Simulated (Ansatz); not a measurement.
System: LiF.

Input file:

```
crystal:
  lattice:
    - [0.0, 1.9541750182, 1.9541750182]
    - [1.9541750182, 0.0, 1.9541750182]
    - [1.9541750182, 1.9541750182, 0.0]
  atoms:
    - { symbol: Li, position: [0.0, 0.0, 0.0] }
    - { symbol: F, position: [0.5, 0.5, 0.5] }
basis:
  ecutwfc: 500
kpoints:
  mp_grid: { grid: [10, 10, 10] }
hamiltonian:
  xc: r2scan
scf:
  occupations: { method: gaussian, width: 0.02 }
output:
  forces: true
  stress: true
  eigenvalues: true
  write_density: true
  write_potential: true
  elf: true
  volumetric_format: npy
```

Command:

```sh
ansatz run input.yaml --threads 1 --pin off --max-ram 2560MiB --backend cpu --events-out ev --progress --plain --runs-dir out
```

Below, planes, directions and counts refer to the conventional cell (a = 3.91 Å, b = 3.91 Å, c = 3.91 Å, α = 90.00°, β = 90.00°, γ = 90.00°).

Space group Fm-3m; changed on purpose from its base cell (volume × 0.94); computed pressure about 5 GPa in this cell.

These are results of DFT r2SCAN, scalar-relativistic, plane waves, PAW (Ansatz 0.2.0), not measurements.

What will maps of the valence pseudo-density and electron localisation function show?

Answer. Li–F (1.95 Å): ρ is about 0.31 e/Å³ halfway; the ELF peaks at about 0.80 in the valence shell of F, 0.6 Å from its nucleus, and falls to about 0 next to Li: a closed-shell, largely ionic contact.

Metal or insulator at this level of theory?

Answer. It is gapped, with a Kohn–Sham gap of 11.0 eV on the k-point mesh, an upper bound to the gap of this method.

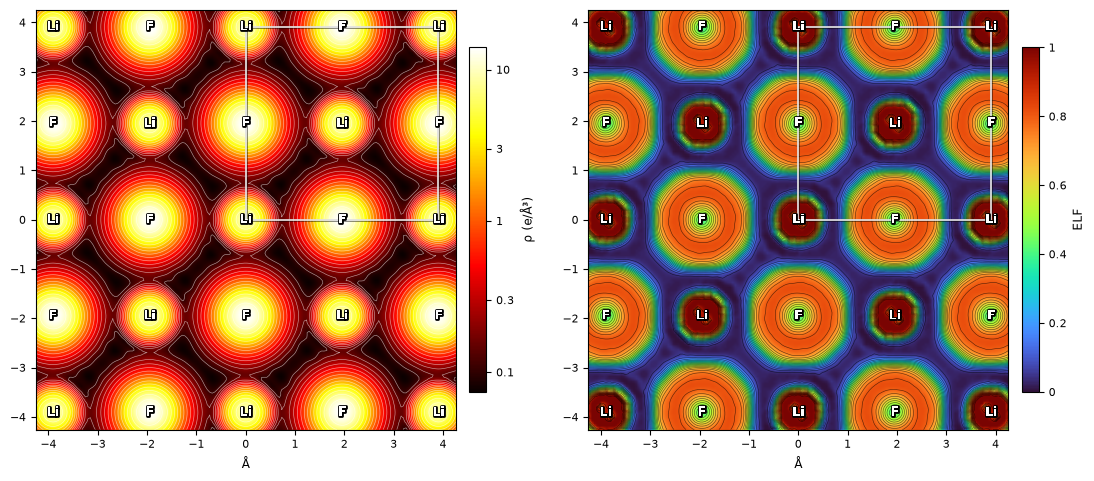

Computed valence pseudo-density and electron localisation function on the (001) plane of the conventional cell, in this order. 
